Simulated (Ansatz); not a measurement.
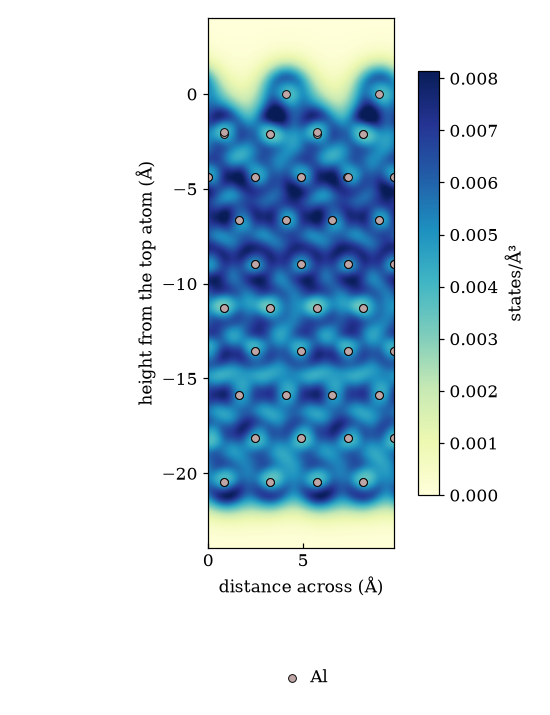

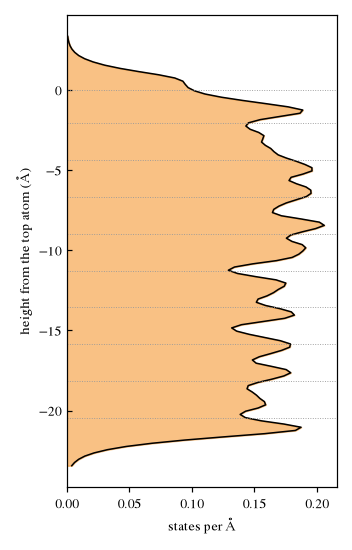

Density of all states between 0.00 and +0.25 eV (zero: the Fermi level) of Al(001) (P6_3/mmc bulk, the cell from a database of computed structures, not from a measurement, 9 atomic planes (those closer than 0.6 Å count as one), 18 Å) with one adsorbed Al in a 2 × 2 cell: side view, averaged along the second cell vector, and the full density summed over planes, the part near the nuclei included (dotted lines mark the atomic planes).

The first picture shows the smooth PAW orbitals' density alone; the shares below count all of it.

Method: DFT LDA, scalar-relativistic, plane waves, PAW (Ansatz 0.2.0). Cutoff 420 eV, 12 × 12 k-points, Gaussian smearing 0.1 eV, dipole correction. The slab is a cut without reconstruction beyond its cell, at the source's lattice constants, with its lower half held fixed and the rest relaxed. The adsorbates repeat every 5.7 Å and interact, so states at the Fermi level and the work function belong to this dense array. This isn't the element's usual fcc form. The adsorbate kept the symmetry of its starting site, so it may sit on a saddle point. No spin polarisation (the relaxation was started with spin and lost its moment; a magnetic state may still lie lower). The run warns that the functional's potential is rough in the thin density of the vacuum, where the tip is; weak contrasts and barriers may feel it. On this mesh the free atoms still feel up to 0.11 eV/Å.

Q: Where in the slab do these states sit?

A: The window holds 3.8 states per cell. Shares by plane (space cut midway between planes), top to bottom: Al 7 %, Al (4 atoms) 9 %, Al (4 atoms) 10 %, Al (4 atoms) 11 %, Al (4 atoms) 12 %, Al (4 atoms) 9 %, Al (4 atoms) 10 %, Al (4 atoms) 9 %, Al (4 atoms) 10 %, Al (4 atoms) 11 %; the outer planes' shares include the vacuum, and density in a gap between layers is shared out between the planes on either side.
